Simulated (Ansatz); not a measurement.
Geometry relaxation of GaAs (part 1 of 2)

GaAs (slab, 6 atoms in the cell), computed with DFT PBEsol, scalar-relativistic, plane waves, PAW, no spin polarisation (Ansatz 0.2.0).

The structure derives from an entry of the Crystallography Open Database. The input holds or restrains some coordinates. Forces given for the steps count only the free coordinates. It belongs to a series of runs on one base structure; here: clean slab, lower half held. Figures and captions count atoms from 1; the log counts them from 0 in places.

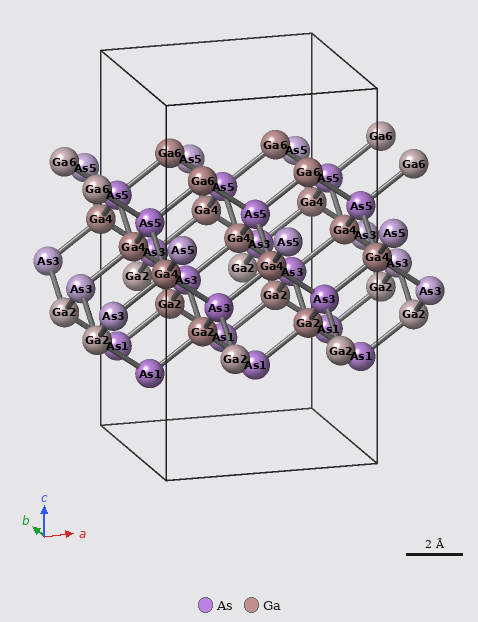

**Figure 1.** The starting structure (ball-and-stick view of the 2 × 2 repeat of the cell, with the vacuum cut short, seen slightly off an axis; neighbours outside the cell are drawn fainter; atoms are numbered from 1 in the order of the input). An atom can appear more than once, as a periodic image. Near neighbours in the periodic cell (some may lie outside the picture): As has 2 Ga at 2.45 Å; Ga has 4 As at 2.45 Å; As has 4 Ga at 2.45 Å; Ga has 2 As at 2.45 Å.

### The input
```yaml
crystal:
  lattice:
    - [4.0010046534, 0.0, 0.0]
    - [0.0, 4.0010046534, 0.0]
    - [0.0, 0.0, 24.072843805]
  atoms:
    - { symbol: As, position: [0.0, 0.5, 0.3530949675] }
    - { symbol: Ga, position: [0.5, 0.5, 0.4118569805] }
    - { symbol: As, position: [0.5, 0.0, 0.4706189935] }
    - { symbol: Ga, position: [0.0, 0.0, 0.5293810065] }
    - { symbol: As, position: [0.0, 0.5, 0.5881430195] }
    - { symbol: Ga, position: [0.5, 0.5, 0.6469050325] }
basis:
  ecutwfc: 420
kpoints:
  mp_grid: { grid: [7, 7, 1] }
hamiltonian:
  xc: pbesol
scf:
  occupations: { method: gaussian, width: 0.05 }
output:
  forces: true
  eigenvalues: true
  write_density: true
  write_potential: true
  elf: true
  volumetric_format: npy
relax:
  adjacent_minimum: "off"
  f_tol: 0.03
  max_steps: 70
  constraints: [{ sites: [0, 1, 2] }]
efield:
  axis: 3
  dipole_correction: true
  ramp_width: 0.04
```

Launch command:
```bash
ansatz run input.yaml --threads 2 --pin off --max-ram 5120MiB --backend cpu --events-out ev --progress --plain --runs-dir out
```

### The program's output
```
Engine: ansatz 0.2.0, aarch64-unknown-linux-gnu
Pseudopotentials: kind: paw
Pseudopotential: As, paw, valence charge 15, recommended cutoff 420 eV (normal), As.paw.azcp
Pseudopotential: Ga, paw, valence charge 13, recommended cutoff 420 eV (normal), Ga.paw.azcp
Functional definition: PBEsol
  exchange = pbesol_x
  correlation = pbesol_c
Crystal: 6 atoms, lattice volume = 385.359 Å³
Basis set: ecut = 420 eV, 7513 PW (Γ), exchange–correlation on 54×54×324 points (8 copies of the dense FFT grid, shifted against one another)
Bands: 51, of which v1, the nominal top of the filled ones, is band 42 counted from 1 (41 counted from 0)
Symmetry: 4 space group operations
Space group: Pmm2 (ITA 25), of the structure as read, at distance tolerance 7.3e-5 Å
k-points: 16 of 49
Non-local potential: As, projectors of the file, l = 0: 2, l = 1: 2, l = 2: 3, l = 3: 1
Non-local potential: Ga, projectors of the file, l = 0: 2, l = 1: 2, l = 2: 3, l = 3: 1
PAW form: soft (Blöchl's): semilocal exchange-correlation on the pseudo side does not see the compensation charge
PAW frozen core: As, regenerated for the run's functional, and the local potential with it (the file was generated under x = pbe(κ = 0.804, μ = 0.2195149727645171), c = pbe(β = 0.06672455060314922))
PAW frozen core: Ga, regenerated for the run's functional, and the local potential with it (the file was generated under x = pbe(κ = 0.804, μ = 0.2195149727645171), c = pbe(β = 0.06672455060314922))
PAW one-centre angular grid: As, 590 points (default); XC on 64 Gauss nodes
PAW one-centre angular grid: Ga, 590 points (default); XC on 64 Gauss nodes
Initial density: superposition of atomic densities (neutral atoms: chi_scale 0, normalization atom), corrected by the library's trained network
Initial wavefunctions: pseudopotential atomic-orbital guess
Functional: x = pbesol(κ = 0.804, μ = 0.12345679012345678), c = pbesol(β = 0.046)
SCF iter   1: F=—  HF=-25667.215732 eV  |F-HF|=—  |Δ(HF+E_count)|=         —  Δρ=3.28e-3  dr2=8.91e-1  ethr=1.77e-3  p=0.107 e·Å  D=5.02e-2 V/Å  ΔV_dip=-1.21 eV  dr2_dipole=3.85e-1  V_vac-E_F(+/−)=4.62/5.82 eV  ⟨swp⟩=7.1  Hψ=3152  notcnv=0  defer=12
efield: sawtooth ramp at fractional position 0.9800 (placed from the atoms, in the widest stretch of the axis that holds none; the zero of the levels goes with the place), width 0.0400; the density the first Hamiltonian is built on has a dipole p = 0.107 e·Å; the dipole correction subtracts the counter field D = 5.02e-2 V/Å, which shifts the + side's vacuum level by -1.21 eV against the − side's; the planar-averaged density in the ramp window peaks in size at 5.3e-6 e/Å³
preconditioner: auto → LDOS  [metal: Δε(μ)=0.029 eV  Ē_g=13.770 eV  σ=0.050 eV  W_gap=0.30  n_scr=60 (ndim 8)  ℏωp=13.9 eV  f_vac=0.586  D(μ)=5.54/eV (n_scr^D=24)  β→1.0]
SCF iter   2: F=—  HF=-25667.179085 eV  |F-HF|=—  |Δ(HF+E_count)|=   3.66e-2  Δρ=1.36e-3  dr2=2.09e-2  ethr=1.06e-3  p=0.110 e·Å  D=5.15e-2 V/Å  ΔV_dip=-1.24 eV  dr2_dipole=4.51e-3  V_vac-E_F(+/−)=4.55/5.79 eV  ⟨swp⟩=2.0  Hψ=1031  notcnv=0  defer=53
SCF iter   3: F=—  HF=-25667.179035 eV  |F-HF|=—  |Δ(HF+E_count)|=   4.93e-5  Δρ=5.99e-4  dr2=2.50e-3  ethr=2.49e-5  p=0.112 e·Å  D=5.27e-2 V/Å  ΔV_dip=-1.27 eV  dr2_dipole=1.06e-5  V_vac-E_F(+/−)=4.53/5.80 eV  ⟨swp⟩=2.0  Hψ=1454  notcnv=0  defer=53
SCF iter   4: F=—  HF=-25667.178582 eV  |F-HF|=—  |Δ(HF+E_count)|=   4.54e-4  Δρ=2.84e-4  dr2=6.00e-4  ethr=2.98e-6  p=0.113 e·Å  D=5.33e-2 V/Å  ΔV_dip=-1.28 eV  dr2_dipole=1.18e-6  V_vac-E_F(+/−)=4.52/5.80 eV  ⟨swp⟩=2.0  Hψ=1436  notcnv=0  defer=53
SCF iter   5: F=—  HF=-25667.178610 eV  |F-HF|=—  |Δ(HF+E_count)|=   2.87e-5  Δρ=1.92e-4  dr2=7.81e-4  ethr=7.14e-7  p=0.115 e·Å  D=5.41e-2 V/Å  ΔV_dip=-1.30 eV  dr2_dipole=2.85e-4  V_vac-E_F(+/−)=4.50/5.81 eV  ⟨swp⟩=2.0  Hψ=1351  notcnv=0  defer=53
SCF iter   6: F=—  HF=-25667.178536 eV  |F-HF|=—  |Δ(HF+E_count)|=   7.44e-5  Δρ=8.99e-5  dr2=1.26e-4  ethr=7.14e-7  p=0.116 e·Å  D=5.44e-2 V/Å  ΔV_dip=-1.31 eV  dr2_dipole=3.80e-5  V_vac-E_F(+/−)=4.50/5.81 eV  ⟨swp⟩=2.0  Hψ=1034  notcnv=0  defer=53
SCF iter   7: F=—  HF=-25667.178528 eV  |F-HF|=—  |Δ(HF+E_count)|=   7.56e-6  Δρ=4.87e-5  dr2=4.17e-5  ethr=1.50e-7  p=0.116 e·Å  D=5.46e-2 V/Å  ΔV_dip=-1.32 eV  dr2_dipole=1.34e-5  V_vac-E_F(+/−)=4.49/5.81 eV  ⟨swp⟩=2.0  Hψ=1182  notcnv=0  defer=53
SCF iter   8: F=-25667.178517 eV  HF=-25667.178522 eV  |F-HF|=4.78e-6  |Δ(HF+E_count)|=   6.62e-6  Δρ=2.00e-5  dr2=8.10e-6  ethr=2.68e-8  p=0.116 e·Å  D=5.47e-2 V/Å  ΔV_dip=-1.32 eV  dr2_dipole=3.05e-7  V_vac-E_F(+/−)=4.49/5.81 eV  ⟨swp⟩=19.9  Hψ=8173  notcnv=0
SCF 1 converged in 8 iterations: F = -25667.178517 eV  dr2 = 8.10e-6
  greatest PAW one-centre occupation: 0.999 electrons in one spin orbital (limit 2), on the As atom at site 0 (counted from 0), in its partial waves of l = 2
relax step   1: F+E_penalty+E_count = -25667.17851698 eV  Δ(F+E_penalty+E_count) = +0.000e0 eV  max|allowed force component| = 4.125e-1 eV/Å  Δτ_max = 0.0000 Å  (8 SCF iters, dr2 threshold 2.25e-5 eV, accepted)
Initial density: handed on by an earlier stage of this run
Initial wavefunctions: those handed on with the density
iter 1 solved again at ethr=7.41e-5 eV; its pass at ethr=3.10e-3 eV (dr2=6.22e-2 eV) is discarded
SCF iter   1: F=—  HF=-25667.195971 eV  |F-HF|=—  |Δ(HF+E_count)|=         —  Δρ=1.28e-3  dr2=6.69e-2  ethr=7.41e-5  p=0.116 e·Å  D=5.47e-2 V/Å  ΔV_dip=-1.32 eV  dr2_dipole=2.96e-2  V_vac-E_F(+/−)=4.51/5.83 eV  ⟨swp⟩=1.1  Hψ=2175  notcnv=0  defer=51
efield: sawtooth ramp at fractional position 0.9800 (handed on by an earlier solve), width 0.0400; the density the first Hamiltonian is built on has a dipole p = 0.116 e·Å; the dipole correction subtracts the counter field D = 5.47e-2 V/Å, which shifts the + side's vacuum level by -1.32 eV against the − side's; the planar-averaged density in the ramp window peaks in size at 5.9e-6 e/Å³
preconditioner: auto → LDOS  [metal: Δε(μ)=0.042 eV  Ē_g=13.727 eV  σ=0.050 eV  W_gap=0.43  n_scr=60 (ndim 8)  ℏωp=13.9 eV  f_vac=0.585  D(μ)=7.92/eV (n_scr^D=50)  β→1.0]
SCF iter   2: F=—  HF=-25667.194182 eV  |F-HF|=—  |Δ(HF+E_count)|=   1.79e-3  Δρ=4.00e-4  dr2=7.63e-3  ethr=7.41e-5  p=0.115 e·Å  D=5.41e-2 V/Å  ΔV_dip=-1.30 eV  dr2_dipole=3.16e-3  V_vac-E_F(+/−)=4.52/5.82 eV  ⟨swp⟩=1.0  Hψ=765  notcnv=0  defer=51
SCF iter   3: F=—  HF=-25667.194295 eV  |F-HF|=—  |Δ(HF+E_count)|=   1.13e-4  Δρ=3.00e-4  dr2=1.55e-3  ethr=9.08e-6  p=0.114 e·Å  D=5.36e-2 V/Å  ΔV_dip=-1.29 eV  dr2_dipole=4.51e-4  V_vac-E_F(+/−)=4.52/5.81 eV  ⟨swp⟩=2.0  Hψ=1075  notcnv=0  defer=51
SCF iter   4: F=—  HF=-25667.194117 eV  |F-HF|=—  |Δ(HF+E_count)|=   1.78e-4  Δρ=1.40e-4  dr2=2.14e-4  ethr=1.85e-6  p=0.114 e·Å  D=5.36e-2 V/Å  ΔV_dip=-1.29 eV  dr2_dipole=7.76e-7  V_vac-E_F(+/−)=4.52/5.81 eV  ⟨swp⟩=2.0  Hψ=1369  notcnv=0  defer=51
SCF iter   5: F=—  HF=-25667.194070 eV  |F-HF|=—  |Δ(HF+E_count)|=   4.65e-5  Δρ=6.18e-5  dr2=1.08e-4  ethr=2.55e-7  p=0.114 e·Å  D=5.36e-2 V/Å  ΔV_dip=-1.29 eV  dr2_dipole=6.61e-7  V_vac-E_F(+/−)=4.52/5.81 eV  ⟨swp⟩=2.0  Hψ=1135  notcnv=0  defer=51
SCF iter   6: F=—  HF=-25667.194063 eV  |F-HF|=—  |Δ(HF+E_count)|=   7.32e-6  Δρ=3.86e-5  dr2=5.17e-5  ethr=1.28e-7  p=0.114 e·Å  D=5.35e-2 V/Å  ΔV_dip=-1.29 eV  dr2_dipole=7.24e-6  V_vac-E_F(+/−)=4.52/5.81 eV  ⟨swp⟩=1.4  Hψ=771  notcnv=0  defer=51
SCF iter   7: F=—  HF=-25667.194059 eV  |F-HF|=—  |Δ(HF+E_count)|=   4.08e-6  Δρ=1.97e-5  dr2=1.33e-5  ethr=6.15e-8  p=0.114 e·Å  D=5.36e-2 V/Å  ΔV_dip=-1.29 eV  dr2_dipole=8.15e-7  V_vac-E_F(+/−)=4.52/5.81 eV  ⟨swp⟩=1.4  Hψ=779  notcnv=0  defer=51
SCF iter   8: F=-25667.194055 eV  HF=-25667.194057 eV  |F-HF|=1.93e-6  |Δ(HF+E_count)|=   1.61e-6  Δρ=7.01e-6  dr2=1.60e-6  ethr=1.27e-8  p=0.114 e·Å  D=5.36e-2 V/Å  ΔV_dip=-1.29 eV  dr2_dipole=6.77e-7  V_vac-E_F(+/−)=4.52/5.81 eV  ⟨swp⟩=19.4  Hψ=7904  notcnv=0
SCF 2 converged in 8 iterations: F = -25667.194055 eV  dr2 = 1.60e-6
relax step   2: F+E_penalty+E_count = -25667.19405520 eV  Δ(F+E_penalty+E_count) = -1.554e-2 eV  max|allowed force component| = 3.252e-2 eV/Å  Δτ_max = 0.0618 Å  (8 SCF iters, dr2 threshold 1.06e-5 eV, accepted)
SCF iter   1: F=—  HF=-25667.194039 eV  |F-HF|=—  |Δ(HF+E_count)|=         —  Δρ=1.09e-4  dr2=4.35e-4  ethr=2.87e-6  p=0.114 e·Å  D=5.36e-2 V/Å  ΔV_dip=-1.29 eV  dr2_dipole=1.80e-4  V_vac-E_F(+/−)=4.52/5.81 eV  ⟨swp⟩=2.0  Hψ=1298  notcnv=0  defer=53
efield: sawtooth ramp at fractional position 0.9800 (handed on by an earlier solve), width 0.0400; the density the first Hamiltonian is built on has a dipole p = 0.114 e·Å; the dipole correction subtracts the counter field D = 5.36e-2 V/Å, which shifts the + side's vacuum level by -1.29 eV against the − side's; the planar-averaged density in the ramp window peaks in size at 6.1e-6 e/Å³
preconditioner: auto → LDOS  [metal: Δε(μ)=0.036 eV  Ē_g=13.724 eV  σ=0.050 eV  W_gap=0.39  n_scr=60 (ndim 8)  ℏωp=13.9 eV  f_vac=0.585  D(μ)=8.09/eV (n_scr^D=50)  β→1.0]
SCF iter   2: F=—  HF=-25667.194027 eV  |F-HF|=—  |Δ(HF+E_count)|=   1.20e-5  Δρ=4.04e-5  dr2=9.01e-5  ethr=5.18e-7  p=0.114 e·Å  D=5.36e-2 V/Å  ΔV_dip=-1.29 eV  dr2_dipole=3.59e-5  V_vac-E_F(+/−)=4.52/5.81 eV  ⟨swp⟩=1.0  Hψ=944  notcnv=0  defer=53
SCF iter   3: F=—  HF=-25667.194131 eV  |F-HF|=—  |Δ(HF+E_count)|=   1.04e-4  Δρ=3.41e-5  dr2=1.27e-5  ethr=1.07e-7  p=0.114 e·Å  D=5.36e-2 V/Å  ΔV_dip=-1.29 eV  dr2_dipole=6.98e-7  V_vac-E_F(+/−)=4.52/5.81 eV  ⟨swp⟩=2.1  Hψ=912  notcnv=0  defer=53
SCF iter   4: F=—  HF=-25667.194130 eV  |F-HF|=—  |Δ(HF+E_count)|=   1.46e-6  Δρ=1.31e-5  dr2=2.60e-6  ethr=1.52e-8  p=0.114 e·Å  D=5.36e-2 V/Å  ΔV_dip=-1.29 eV  dr2_dipole=4.22e-9  V_vac-E_F(+/−)=4.52/5.81 eV  ⟨swp⟩=2.0  Hψ=1185  notcnv=0  defer=53
SCF iter   5: F=—  HF=-25667.194129 eV  |F-HF|=—  |Δ(HF+E_count)|=   3.08e-7  Δρ=7.96e-6  dr2=1.30e-6  ethr=3.10e-9  p=0.114 e·Å  D=5.36e-2 V/Å  ΔV_dip=-1.29 eV  dr2_dipole=8.72e-9  V_vac-E_F(+/−)=4.52/5.81 eV  ⟨swp⟩=2.0  Hψ=931  notcnv=0  defer=53
SCF iter   6: F=—  HF=-25667.194129 eV  |F-HF|=—  |Δ(HF+E_count)|=   1.18e-7  Δρ=4.64e-6  dr2=7.52e-7  ethr=1.54e-9  p=0.114 e·Å  D=5.36e-2 V/Å  ΔV_dip=-1.29 eV  dr2_dipole=8.16e-8  V_vac-E_F(+/−)=4.52/5.81 eV  ⟨swp⟩=2.0  Hψ=1007  notcnv=0  defer=53
SCF iter   7: F=-25667.194129 eV  HF=-25667.194129 eV  |F-HF|=4.56e-8  |Δ(HF+E_count)|=   4.91e-8  Δρ=1.60e-6  dr2=5.93e-8  ethr=1.19e-10  p=0.114 e·Å  D=5.36e-2 V/Å  ΔV_dip=-1.29 eV  dr2_dipole=1.02e-8  V_vac-E_F(+/−)=4.52/5.81 eV  ⟨swp⟩=13.1  Hψ=5843  notcnv=0
SCF 3 converged in 7 iterations: F = -25667.194129 eV  dr2 = 5.93e-8
relax step   3: F+E_penalty+E_count = -25667.19412904 eV  Δ(F+E_penalty+E_count) = -7.384e-5 eV  max|allowed force component| = 9.989e-3 eV/Å  Δτ_max = 0.0039 Å  (7 SCF iters, accepted)
```

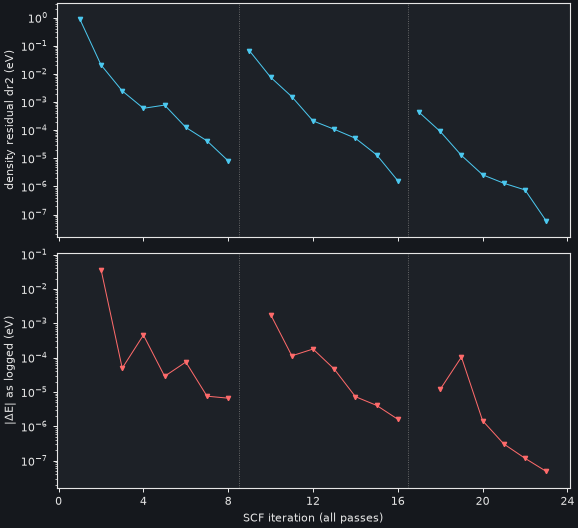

**Figure 2.** Convergence of the self-consistent field: density residual dr2 and size of the energy change against the SCF iteration. The dotted lines part the SCF passes of the relaxation: geometry steps, rejected trials and re-solves on a re-selected basis. The passes take 8, 8 and 7 iterations.

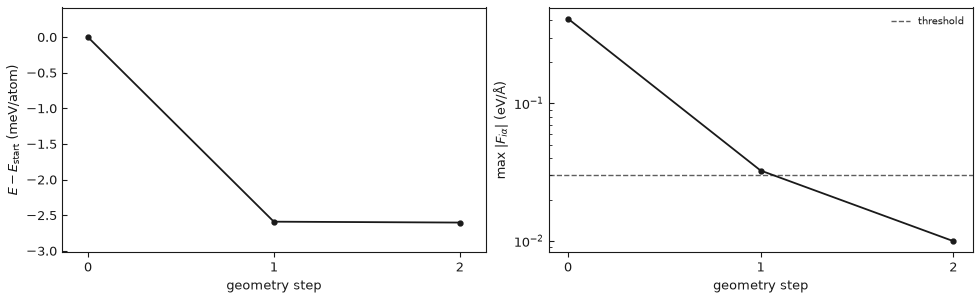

**Figure 3.** Progress of the restrained relaxation, step by step (the first geometry is step 0 here and step 1 in the log).

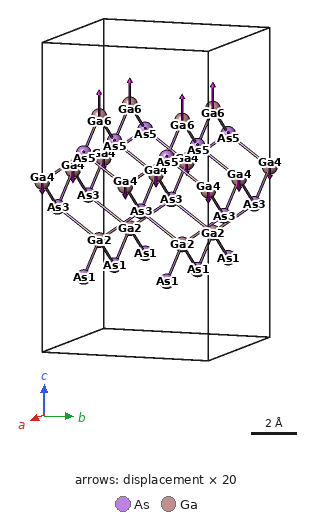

**Figure 4.** The starting structure with the displacements as pink arrows, magnified 20 times (ball-and-stick view of the 2 × 2 repeat of the cell, with the vacuum cut short, seen slightly off an axis). After 2 geometry steps the energy has fallen by 2.6 meV per atom. Largest force component: 0.41 eV/Å at the start, 0.01 eV/Å at the end. The atom that moves furthest is Ga6 (0.062 Å). Largest moves by element: Ga 0.062 Å, As 0.007 Å. The cell stays as it was. Among the contacts that change: As5–Ga6 2.450 → 2.482 Å, Ga4–As5 2.450 → 2.472 Å, As3–Ga4 2.450 → 2.432 Å. Among the angles that change: Ga6–As5–Ga6 109.5° → 107.4°, As5–Ga6–As5 109.5° → 107.4°. (Atoms are counted from 1 in the order of the input.)
